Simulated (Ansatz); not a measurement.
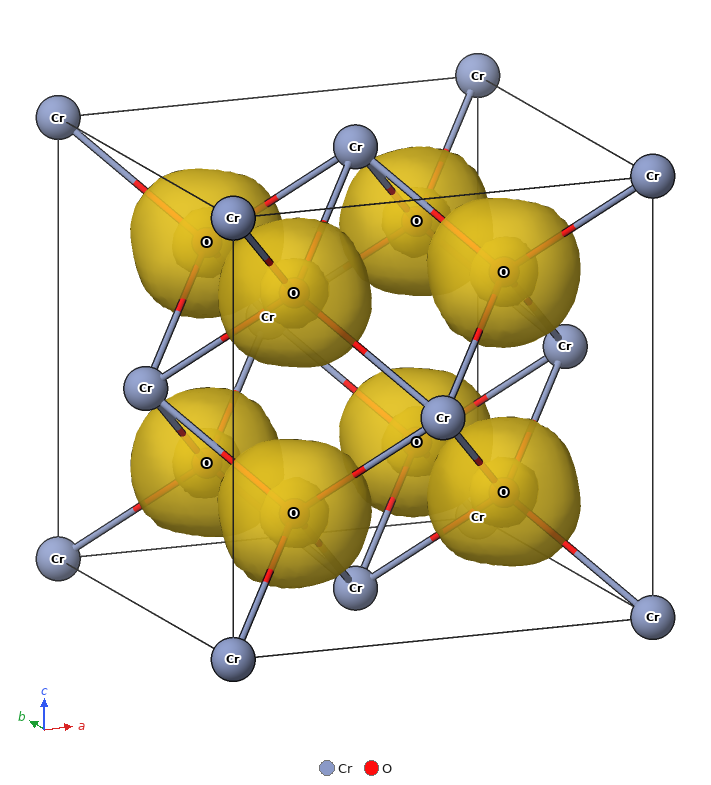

CrO2. Isosurface of the electron localisation function at 0.7 (yellow), seen slightly off an axis. Only the valence region is drawn (cores and ρ < 0.01 e/Å³ removed). Sticks mark near contacts.

Space group Fm-3m; a structure from a database of computed crystals, not necessarily the ambient phase; spin-polarised.

Computed with Kohn-Sham DFT of a periodic cell, BLYP, Ansatz PAW in Ansatz 0.2.0.

Core electrons are frozen (PAW), and the valence fields are smoothed inside the atomic spheres.

Question: Where are the electrons localised?

Answer: At this value the surface marks out eight regions wrapped around O (the valence shell of each), counted in one cell of 12 atoms. Regions shared between cells count once.

Values along the shortest contacts:
Cr–O (2.06 Å): the ELF peaks at about 0.85 in the valence shell of O, 0.7 Å from its nucleus, and is about 0.25 at the midpoint: no shared electron pair shows on this line.
